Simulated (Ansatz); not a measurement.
Zr$_{3}$S$_{2}$: geometry relaxation (part 1 of 2)

Zr$_{3}$S$_{2}$ (Immm, 5 atoms in the cell), computed with DFT PBE, scalar-relativistic, plane waves, PAW, no spin polarisation (Ansatz 0.2.0).

The structure was made by a generator, so it may or may not be a known phase.

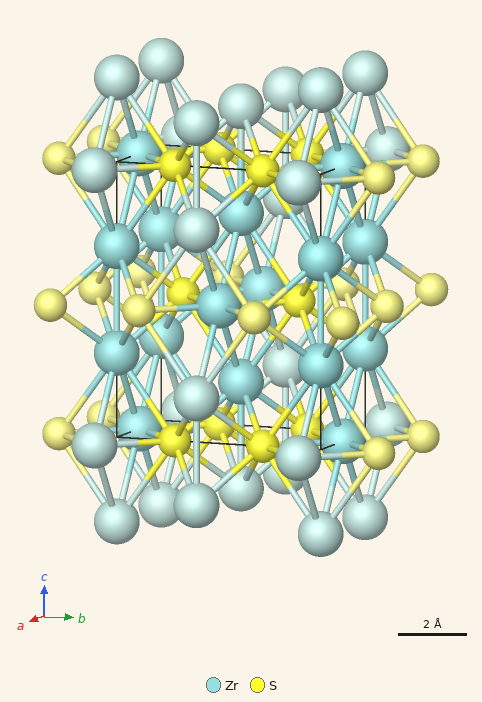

Figure 1. The input geometry (ball-and-stick view of the cell 2 times as large as that of the calculation, set on its symmetry axes, seen slightly off an axis; neighbours outside the cell are drawn fainter).

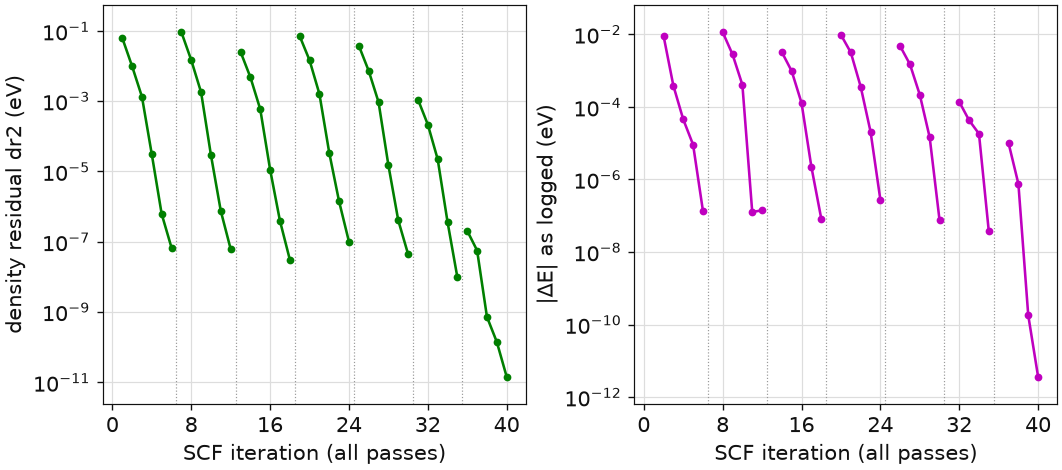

Figure 2. Convergence of the self-consistent field: density residual dr2 and size of the energy change against the SCF iteration. The dotted lines part the SCF passes of the relaxation: geometry steps, rejected trials and re-solves on a re-selected basis. The 7 passes take 5 to 6 iterations each, 40 in all.

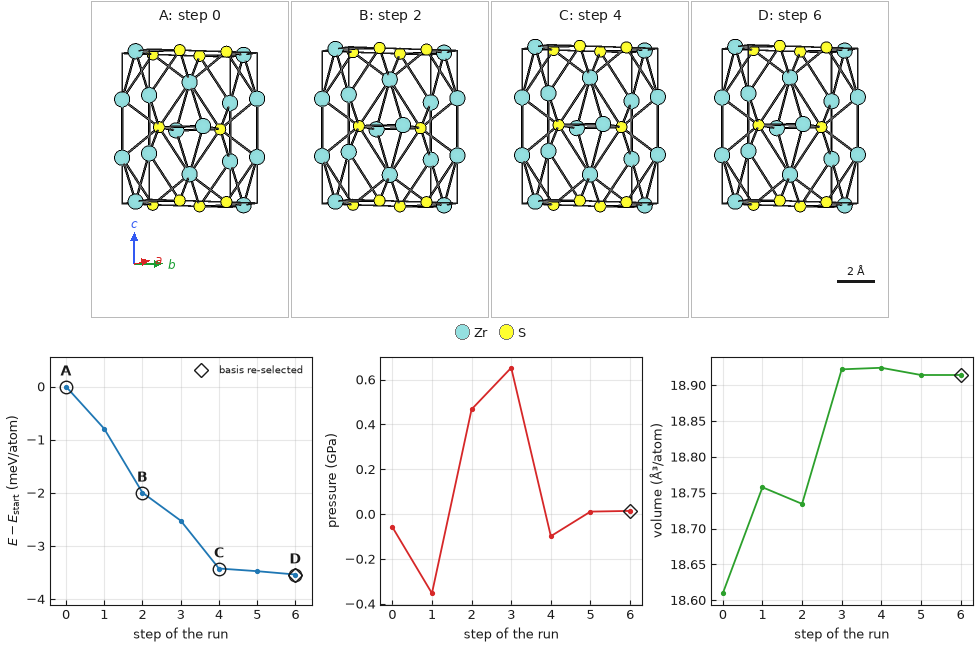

Figure 3. Frames of the relaxation (ball-and-stick view of the cell 2 times as large as that of the calculation, set on its symmetry axes, seen at an oblique angle) above the curves, on which the letters mark them (the first geometry is step 0 here and step 1 in the log).

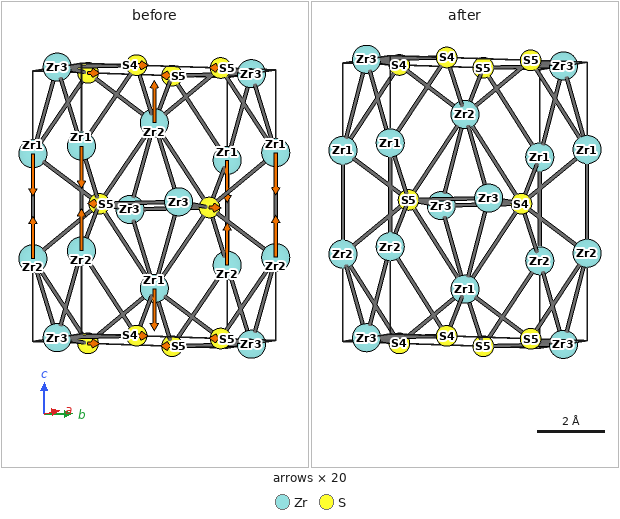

Figure 4. Before (left) and after (right) the relaxation, at one scale (ball-and-stick view of the cell 2 times as large as that of the calculation, set on its symmetry axes, seen at an oblique angle). The orange arrows give the displacements (without the part carried along by the change of the cell), magnified 20 times. The energy falls by 3.5 meV per atom in 5 geometry steps. Largest force component: 0.091 eV/Å at the start, 0.0034 eV/Å at the end. Pressure: −0.06 GPa at the start and 0.01 GPa at the end. The largest moves relative to the cell, 0.065 Å, are those of Zr1 and Zr2. Largest moves by element: Zr 0.065 Å, S 0.021 Å. The volume changes by +1.6 %, with a 3.499 → 3.410 Å (−2.6 %), b 6.478 → 6.565 Å (+1.3 %), c 8.210 → 8.450 Å (+2.9 %). Among the contacts that change: Zr1–S4 3.113 → 3.252 Å, Zr1–Zr3 3.061 → 3.152 Å, Zr1–Zr2 3.185 → 3.147 Å. The space group stays Immm (No. 71). A last SCF at the same geometry on a re-selected plane-wave basis shifts the energy by −0.1 meV per atom. (Atoms are counted from 1 in the order of the input.)

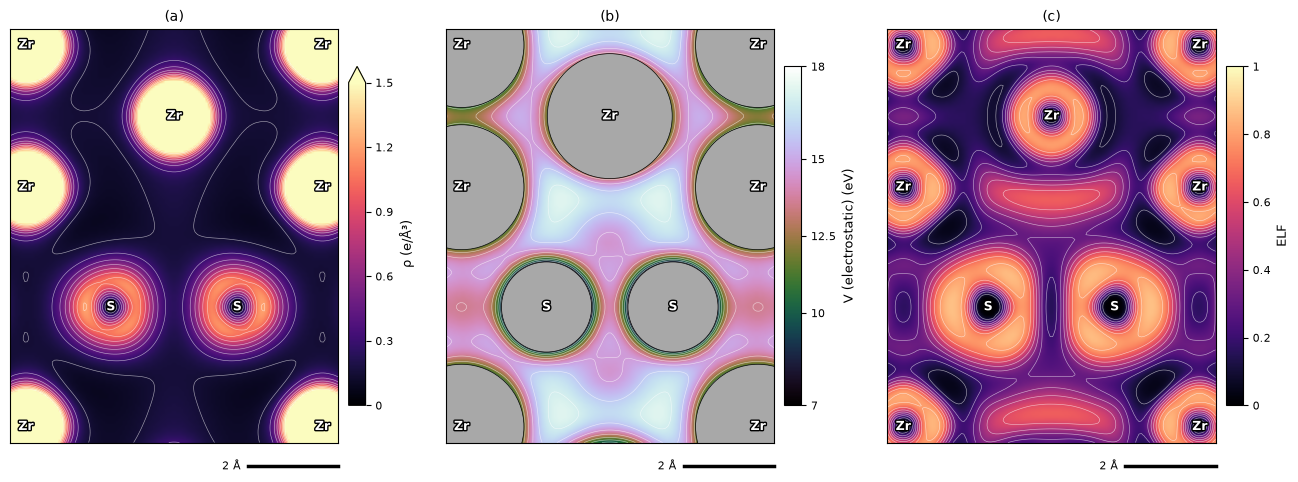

Figure 5. (a) valence electron density; (b) electrostatic potential (local pseudopotential plus Hartree) felt by an electron; (c) electron localisation function on the (100) plane of the conventional cell. Grey discs, where drawn, cover atomic cores. Zr–Zr (3.15 Å): the density is about 0.21 e/Å³ at the midpoint; the ELF is about 0.35 at the midpoint; no localised pair between them. Away from the nuclei the density in this plane falls to 0.09 e/Å³ at its lowest. The strong features right at Zr lie inside the PAW spheres (semicore, d or f shells) and say nothing about bonding. Outside the cores the potential energy rises away from the atoms and is highest about 2.1 Å from the nearest atoms; outside the discs it spans about 9 eV, and its zero is arbitrary. The fields are those of the smooth PAW valence density.

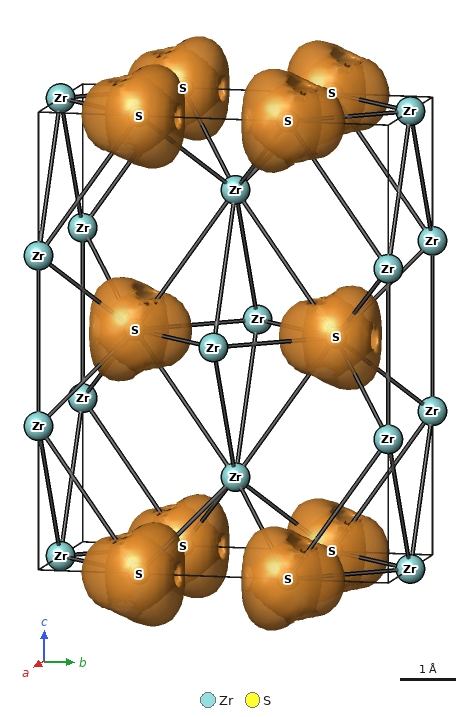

Figure 6. Isosurface of the ELF at 0.8 (orange), seen slightly off an axis. Only the valence region is drawn (cores and ρ < 0.01 e/Å³ removed). Sticks mark near contacts. The outline is the cell set on symmetry axes. Along the contacts the grid gives the following. Zr–S (2.54 Å): the ELF is about 0.25 at the midpoint (no shared pair; the contact is polar). Zr–Zr (3.15 Å): the ELF is about 0.35 at the midpoint (no localised pair between them).

The input that produced these results follows, with the program's output.

Input file
```yaml
crystal:
  lattice:
    - [-1.7495967815, 3.2390695553, 4.1047680812]
    - [1.7495967815, -3.2390695553, 4.1047680812]
    - [1.7495967815, 3.2390695553, -4.1047680812]
  atoms:
    - { symbol: Zr, position: [0.6940003421, 0.6940003421, 0.0] }
    - { symbol: Zr, position: [0.3059996579, 0.3059996579, 0.0] }
    - { symbol: Zr, position: [0.0, 0.5, 0.5] }
    - { symbol: S, position: [0.2836881671, 0.0, 0.2836881671] }
    - { symbol: S, position: [0.7163118329, 0.0, 0.7163118329] }
basis:
  ecutwfc: 420
kpoints:
  mp_grid: { grid: [12, 12, 12] }
hamiltonian:
  xc: pbe
scf:
  occupations: { method: gaussian, width: 0.1 }
output:
  forces: true
  stress: true
  eigenvalues: true
  write_density: true
  write_potential: true
  elf: true
  volumetric_format: npy
relax:
  adjacent_minimum: "off"
  f_tol: 0.01
  max_steps: 80
  cell: { stress_tol: 0.05 }
```

Launch command:
```bash
ansatz run input.yaml --threads 1 --pin off --max-ram 2560MiB --backend cpu --events-out ev --progress --plain --runs-dir out
```

What the program printed
```
Engine: ansatz 0.2.0, x86_64-unknown-linux-gnu
Pseudopotentials: kind: paw
Pseudopotential: Zr, paw, valence charge 12, recommended cutoff 420 eV (normal), Zr.paw.azcp
Pseudopotential: S, paw, valence charge 6, recommended cutoff 420 eV (normal), S.paw.azcp
Functional definition: PBE
  parameter kappa = 0.804
  parameter beta = 0.06672455060314922
  exchange = pbe_x(kappa = kappa, mu = beta*pi^2/3)
  correlation = pbe_c(beta = beta)
Crystal: 5 atoms, lattice volume = 93.048 Å³
Basis set: ecut = 420 eV, 1799 PW (Γ), exchange–correlation on 80×80×80 points (8 copies of the dense FFT grid, shifted against one another)
Bands: 29, of which v1, the nominal top of the filled ones, is band 24 counted from 1 (23 counted from 0)
Symmetry: 8 space group operations
Space group: Immm (ITA 71), of the structure as read, at distance tolerance 4.5e-5 Å
k-points: 280 of 1728
Non-local potential: Zr, projectors of the file, l = 0: 3, l = 1: 2, l = 2: 2, l = 3: 2
Non-local potential: S, projectors of the file, l = 0: 2, l = 1: 2, l = 2: 2
PAW form: soft (Blöchl's): semilocal exchange-correlation on the pseudo side does not see the compensation charge
PAW one-centre angular grid: Zr, 590 points (default); XC on 64 Gauss nodes
PAW one-centre angular grid: S, 110 points (default); XC on 64 Gauss nodes
Initial density: superposition of atomic densities (neutral atoms: chi_scale 0, normalization atom), corrected by the library's trained network
Initial wavefunctions: pseudopotential atomic-orbital guess
Functional: x = pbe(κ = 0.804, μ = 0.2195149727645171), c = pbe(β = 0.06672455060314922)
SCF iter   1: F=—  HF=-14360.496502 eV  |F-HF|=—  |Δ(HF+E_count)|=         —  Δρ=7.32e-3  dr2=6.32e-2  ethr=1.77e-3  ⟨swp⟩=4.9  Hψ=33005  notcnv=0
preconditioner: auto → Kerker (q_TF=auto, 2.443 Å⁻¹)  [metal: Δε(μ)=0.013 eV  Ē_g=6.770 eV  σ=0.100 eV  W_gap=0.08  n_scr=16 (ndim 8)  ℏωp=18.9 eV  f_vac=0.000  D(μ)=2.71/eV (n_scr^D=16)]
SCF iter   2: F=—  HF=-14360.487306 eV  |F-HF|=—  |Δ(HF+E_count)|=   9.20e-3  Δρ=3.79e-3  dr2=9.87e-3  ethr=1.32e-4  ⟨swp⟩=1.0  Hψ=10371  notcnv=0
SCF iter   3: F=—  HF=-14360.486921 eV  |F-HF|=—  |Δ(HF+E_count)|=   3.84e-4  Δρ=1.25e-3  dr2=1.33e-3  ethr=2.06e-5  ⟨swp⟩=1.3  Hψ=8928  notcnv=0
SCF iter   4: F=—  HF=-14360.486876 eV  |F-HF|=—  |Δ(HF+E_count)|=   4.54e-5  Δρ=2.00e-4  dr2=3.05e-5  ethr=2.76e-6  ⟨swp⟩=2.0  Hψ=10292  notcnv=0
SCF iter   5: F=—  HF=-14360.486885 eV  |F-HF|=—  |Δ(HF+E_count)|=   9.11e-6  Δρ=3.05e-5  dr2=6.14e-7  ethr=6.35e-8  ⟨swp⟩=2.6  Hψ=13708  notcnv=0
SCF iter   6: F=-14360.486885 eV  HF=-14360.486885 eV  |F-HF|=3.88e-8  |Δ(HF+E_count)|=   1.36e-7  Δρ=6.63e-6  dr2=6.71e-8  ethr=2.08e-10  ⟨swp⟩=10.4  Hψ=57992  notcnv=0
SCF 1 converged in 6 iterations: F = -14360.486885 eV  dr2 = 6.71e-8
  greatest PAW one-centre occupation: 0.996 electrons in one spin orbital (limit 2), on the Zr atom at site 2 (counted from 0), in its partial waves of l = 0
relax step   1: F+E_penalty+E_count = -14360.48688491 eV  Δ(F+E_penalty+E_count) = +0.000e0 eV  max|allowed force component| = 9.133e-2 eV/Å  Δτ_max = 0.0000 Å  P = -0.057 GPa  Ω = 93.048 Å³  (6 SCF iters, dr2 threshold 1.00e-7 eV, accepted)
Crystal: 5 atoms, lattice volume = 93.788 Å³
Basis set: ecut = 420 eV, 1831 PW (Γ), exchange–correlation on 80×80×80 points (8 copies of the dense FFT grid, shifted against one another)
Initial density: handed on by an earlier stage of this run
Initial wavefunctions: those handed on with the density
iter 1 solved again at ethr=1.93e-4 eV; its pass at ethr=3.10e-3 eV (dr2=9.27e-2 eV) is discarded
SCF iter   1: F=—  HF=-14360.505593 eV  |F-HF|=—  |Δ(HF+E_count)|=         —  Δρ=5.46e-3  dr2=9.19e-2  ethr=1.93e-4  ⟨swp⟩=1.0  Hψ=43115  notcnv=0
preconditioner: auto → Kerker (q_TF=auto, 2.440 Å⁻¹)  [metal: Δε(μ)=0.002 eV  Ē_g=6.782 eV  σ=0.100 eV  W_gap=0.01  n_scr=16 (ndim 8)  ℏωp=18.8 eV  f_vac=0.000  D(μ)=2.62/eV (n_scr^D=16)]
SCF iter   2: F=—  HF=-14360.494071 eV  |F-HF|=—  |Δ(HF+E_count)|=   1.15e-2  Δρ=2.41e-3  dr2=1.47e-2  ethr=1.92e-4  ⟨swp⟩=2.0  Hψ=8988  notcnv=0
SCF iter   3: F=—  HF=-14360.491262 eV  |F-HF|=—  |Δ(HF+E_count)|=   2.81e-3  Δρ=7.84e-4  dr2=1.78e-3  ethr=3.07e-5  ⟨swp⟩=2.1  Hψ=10334  notcnv=0
SCF iter   4: F=—  HF=-14360.490855 eV  |F-HF|=—  |Δ(HF+E_count)|=   4.07e-4  Δρ=1.79e-4  dr2=2.90e-5  ethr=3.70e-6  ⟨swp⟩=2.0  Hψ=10924  notcnv=0
SCF iter   5: F=—  HF=-14360.490855 eV  |F-HF|=—  |Δ(HF+E_count)|=   1.27e-7  Δρ=2.95e-5  dr2=7.42e-7  ethr=6.05e-8  ⟨swp⟩=2.5  Hψ=12044  notcnv=0
SCF iter   6: F=-14360.490855 eV  HF=-14360.490855 eV  |F-HF|=2.65e-8  |Δ(HF+E_count)|=   1.41e-7  Δρ=6.53e-6  dr2=6.14e-8  ethr=1.04e-9  ⟨swp⟩=9.8  Hψ=58980  notcnv=0
SCF 2 converged in 6 iterations: F = -14360.490855 eV  dr2 = 6.14e-8
relax step   2: F+E_penalty+E_count = -14360.49085529 eV  Δ(F+E_penalty+E_count) = -3.970e-3 eV  max|allowed force component| = 1.434e-1 eV/Å  Δτ_max = 0.0330 Å  P = -0.353 GPa  Ω = 93.788 Å³  energy of the carried Pulay correction = -1.039e-4 eV  (6 SCF iters, dr2 threshold 5.00e-7 eV, accepted)
Crystal: 5 atoms, lattice volume = 93.672 Å³
Basis set: ecut = 420 eV, 1835 PW (Γ), exchange–correlation on 80×80×80 points (8 copies of the dense FFT grid, shifted against one another)
iter 1 solved again at ethr=5.30e-5 eV; its pass at ethr=3.10e-3 eV (dr2=2.54e-2 eV) is discarded
SCF iter   1: F=—  HF=-14360.501218 eV  |F-HF|=—  |Δ(HF+E_count)|=         —  Δρ=3.24e-3  dr2=2.54e-2  ethr=5.30e-5  ⟨swp⟩=1.0  Hψ=43630  notcnv=0
preconditioner: auto → Kerker (q_TF=auto, 2.441 Å⁻¹)  [metal: Δε(μ)=0.001 eV  Ē_g=6.782 eV  σ=0.100 eV  W_gap=0.01  n_scr=16 (ndim 8)  ℏωp=18.8 eV  f_vac=0.000  D(μ)=2.65/eV (n_scr^D=16)]
SCF iter   2: F=—  HF=-14360.497971 eV  |F-HF|=—  |Δ(HF+E_count)|=   3.25e-3  Δρ=1.59e-3  dr2=4.79e-3  ethr=5.30e-5  ⟨swp⟩=2.0  Hψ=8901  notcnv=0
SCF iter   3: F=—  HF=-14360.496998 eV  |F-HF|=—  |Δ(HF+E_count)|=   9.72e-4  Δρ=4.87e-4  dr2=5.89e-4  ethr=9.98e-6  ⟨swp⟩=2.2  Hψ=9952  notcnv=0
SCF iter   4: F=—  HF=-14360.496869 eV  |F-HF|=—  |Δ(HF+E_count)|=   1.29e-4  Δρ=1.14e-4  dr2=1.13e-5  ethr=1.23e-6  ⟨swp⟩=2.0  Hψ=10901  notcnv=0
SCF iter   5: F=—  HF=-14360.496871 eV  |F-HF|=—  |Δ(HF+E_count)|=   2.23e-6  Δρ=2.36e-5  dr2=3.91e-7  ethr=1.04e-9  ⟨swp⟩=8.8  Hψ=62556  notcnv=0
SCF iter   6: F=-14360.496871 eV  HF=-14360.496871 eV  |F-HF|=1.18e-8  |Δ(HF+E_count)|=   8.38e-8  Δρ=4.81e-6  dr2=3.09e-8  ethr=8.15e-10  ⟨swp⟩=6.0  Hψ=50572  notcnv=0
SCF 3 converged in 6 iterations: F = -14360.496871 eV  dr2 = 3.09e-8
relax step   3: F+E_penalty+E_count = -14360.49687122 eV  Δ(F+E_penalty+E_count) = -6.016e-3 eV  max|allowed force component| = 1.721e-1 eV/Å  Δτ_max = 0.0198 Å  P = +0.467 GPa  Ω = 93.672 Å³  energy of the carried Pulay correction = -8.771e-5 eV  (6 SCF iters, dr2 threshold 5.00e-7 eV, accepted)
Crystal: 5 atoms, lattice volume = 94.610 Å³
Basis set: ecut = 420 eV, 1845 PW (Γ), exchange–correlation on 80×80×80 points (8 copies of the dense FFT grid, shifted against one another)
iter 1 solved again at ethr=1.49e-4 eV; its pass at ethr=3.10e-3 eV (dr2=7.16e-2 eV) is discarded
```
